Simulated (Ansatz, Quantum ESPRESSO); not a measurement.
# SrO (rock salt): bulk modulus from a few volumes

How stiff is rock salt SrO under hydrostatic load? Each row relaxes cell and atoms at a set pressure. The phase is followed to these pressures whether or not it stays the stable one.

Calculated with Quantum ESPRESSO 7.5, PBEsol, GBRV 1.5 ultrasoft potentials, cutoff 680 eV, Fermi–Dirac smearing 0.02 eV, k-mesh 9×9×9, no spin polarisation, no spin-orbit coupling.

Reference cell, relaxed at zero pressure with PBEsol (Fm-3m): a = 3.6217 Å, b = 3.6217 Å, c = 3.6217 Å, α = 60.00°, β = 60.00°, γ = 60.00°.

```
atom       x       y       z
  Sr  0.0000  0.0000  0.0000
   O  0.5000  0.5000  0.5000
```

| V (Å³/atom) | V/V0 | P (GPa) | E − E0 (meV/atom) |
| --- | --- | --- | --- |
| 16.0154 | 0.9536 | 4.995 | 12.2 |
| 15.3957 | 0.9167 | 9.997 | 41.3 |
| 14.8841 | 0.8862 | 14.986 | 81.4 |
| 14.4485 | 0.8603 | 19.972 | 129.2 |
| 13.7346 | 0.8178 | 29.943 | 240.1 |

V0 = 16.7951 Å³ an atom, where the residual pressure P0 is +0.002 GPa. **Question.** Fit the Birch–Murnaghan law and give the pressure and the energy at V = 17.6055 Å³ an atom, a row left out above.

With the Eulerian strain f = ½[(V0/V)^(2/3) − 1] and F = (P − P0)/[3f(1 + 2f)^(5/2)], the third-order law is the line F = B0 + (3/2) B0 (B′ − 4) f.

```csv
f,F (GPa)
0.07176,99.46
0.05277,98.16
0.04193,97.40
0.02986,96.53
0.01610,95.51
```

A straight line through the 5 rows: the means are 0.04248 for f and 97.412 for F, Σ(Δx)² = 0.001819 and ΣΔxΔy = 0.129, so the slope is 0.129/0.001819 = 70.917 and the intercept 97.412 − (70.917)(0.04248) = 94.399.

Hence B0 = 94.4 GPa and B′ = 4 + (70.9)/(1.5 × 94.4) = 4.50. For the withheld volume f = −0.01546, F = 93.30 GPa and P = −4.00 GPa, an extrapolation past the fitted rows. The run itself gives −3.99 GPa, so the estimate misses by 0.01 GPa, a rounding's worth.

Integrating the same law gives E − E0 = (9/2) B0 V0 f²[1 + (B′ − 4) f] + P0(V0 − V), with 1 GPa Å³ = 6.2415 meV: 10.6 meV an atom. The run itself gives 10.0 meV, so the estimate misses by 0.6 meV; the fitted rows themselves lie up to 2.5 meV off the law.

The same fit over all rows at other levels or in other programs gives B0 = 94 GPa with PBEsol (Ansatz).

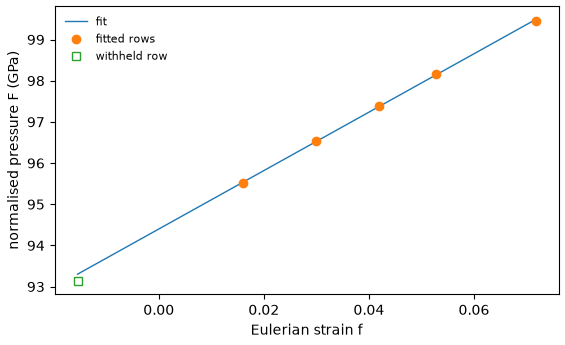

The fitted law, the rows behind it and the withheld row.

[Logs are printed without paths, hosts, clocks, repeated set-up lines and the standing remarks that a program may print on its own settings, such as how far it seeks lower states.]
